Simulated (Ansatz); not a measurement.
Consider Si5C.

```yaml
crystal:
  lattice:
    - [3.14731, 0.00000, 0.00000]
    - [-1.57366, 2.72565, 0.00000]
    - [0.00000, 0.00000, 14.26121]
  atoms:
    - { symbol: Si, position: [0.33333, 0.66667, 0.58202] }
    - { symbol: Si, position: [0.33333, 0.66667, 0.00000] }
    - { symbol: Si, position: [0.33333, 0.66667, 0.41798] }
    - { symbol: Si, position: [0.66667, 0.33333, 0.69140] }
    - { symbol: Si, position: [0.66667, 0.33333, 0.30860] }
    - { symbol: C, position: [0.66667, 0.33333, 0.00000] }
```

Space group P-6m2; a structure generated by program, which may or may not match a known phase.

Computed with DFT PBE, scalar-relativistic, plane waves, PAW in Ansatz.

Q: What will maps of the valence pseudo-density and electron localisation function show?

A: Si–C (1.82 Å): ρ at the midpoint is about 0.98 e/Å³; the ELF peaks at about 0.95 between the atoms.
Si–Si (2.34 Å): ρ at the midpoint is about 0.57 e/Å³; the ELF peaks at about 0.95 between the atoms.
Si–Si (2.39 Å): ρ at the midpoint is about 0.46 e/Å³; the ELF peaks at about 0.85 between the atoms.

Q: Metal or insulator at this level of theory?

A: It is gapless in this calculation (a metal or semimetal).

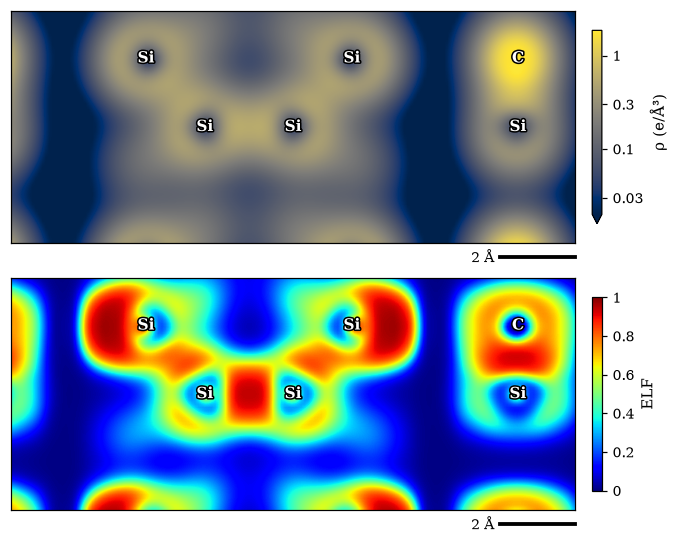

Computed valence pseudo-density and electron localisation function on the (110) plane of the conventional cell, in this order. 
